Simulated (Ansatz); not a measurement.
The calculation's input:

```
crystal:
  lattice:
    - [4.9764658027, 0.0, 0.0]
    - [0.0, 4.9764658027, 0.0]
    - [0.0, 0.0, 20.4094403098]
  atoms:
    - { symbol: Ni, position: [0.25, 0.25, 0.195987736], spin: 0.85 }
    - { symbol: Ni, position: [0.25, 0.75, 0.195987736], spin: 0.85 }
    - { symbol: Ni, position: [0.75, 0.25, 0.195987736], spin: 0.85 }
    - { symbol: Ni, position: [0.75, 0.75, 0.195987736], spin: 0.85 }
    - { symbol: Ni, position: [0.0, 0.0, 0.2795145679], spin: 0.76 }
    - { symbol: Ni, position: [0.0, 0.5, 0.2795145679], spin: 0.76 }
    - { symbol: Ni, position: [0.5, 0.0, 0.2795145679], spin: 0.76 }
    - { symbol: Ni, position: [0.5, 0.5, 0.2795145679], spin: 0.76 }
    - { symbol: Ni, position: [0.25, 0.25, 0.3630398579], spin: 0.85 }
    - { symbol: Ni, position: [0.25, 0.75, 0.3630398579], spin: 0.85 }
    - { symbol: Ni, position: [0.75, 0.25, 0.3630398579], spin: 0.85 }
    - { symbol: Ni, position: [0.75, 0.75, 0.3630398579], spin: 0.85 }
    - { symbol: O, position: [0.3333333333, 0.3333333333, 0.4419249216], spin: 2.0 }
basis:
  ecutwfc: 420
kpoints:
  mp_grid: { grid: [6, 6, 1] }
hamiltonian:
  xc: pbe
  pseudopotentials: { kind: paw, azcp: { folder: soft_1 } }
scf:
  occupations: { method: gaussian, width: 0.1 }
output:
  forces: true
  eigenvalues: true
  populations: true
  write_density: true
  write_potential: true
  elf: true
  volumetric_format: npy
magnetization:
  spin_polarized: true
efield:
  axis: 3
  dipole_correction: true
  ramp_width: 0.04
```

Run with:

```sh
ansatz run input.yaml --threads 8 --pin off --max-ram 22528MiB --backend cpu --events-out ev --progress --plain --runs-dir out
```

A point of a scan over the structure, not its minimum; not relaxed (largest force 1.5 eV/Å); the SCF solution may not be the lowest one; PAW files of the earlier set (soft_1); spin-polarised.

These are results of Ansatz, DFT PBE, scalar-relativistic, plane waves, PAW, not measurements.

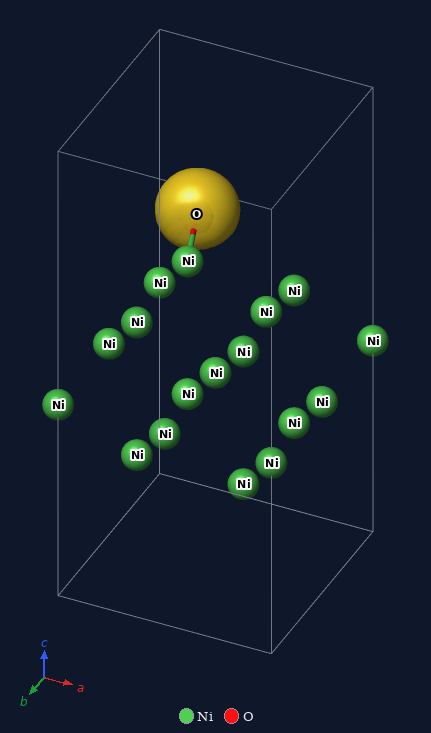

Ni$_{12}$O (slab). Isosurface of the ELF at 0.7 (yellow), seen at an oblique angle. Only the valence region is drawn (cores and ρ < 0.01 e/Å³ removed). Sticks mark near contacts.

Q: Describe the localisation domains.

A: The surface consists of one region wrapped around O (its valence shell), counted in one cell of 13 atoms. Counts are for one cell; the picture repeats the cell along the surface.

Values along the shortest contacts:
Ni–O (1.71 Å): the ELF peaks at about 0.80 in the valence shell of O, 0.5 Å from its nucleus, and is about 0.30 at the midpoint; no shared electron pair shows on this line.
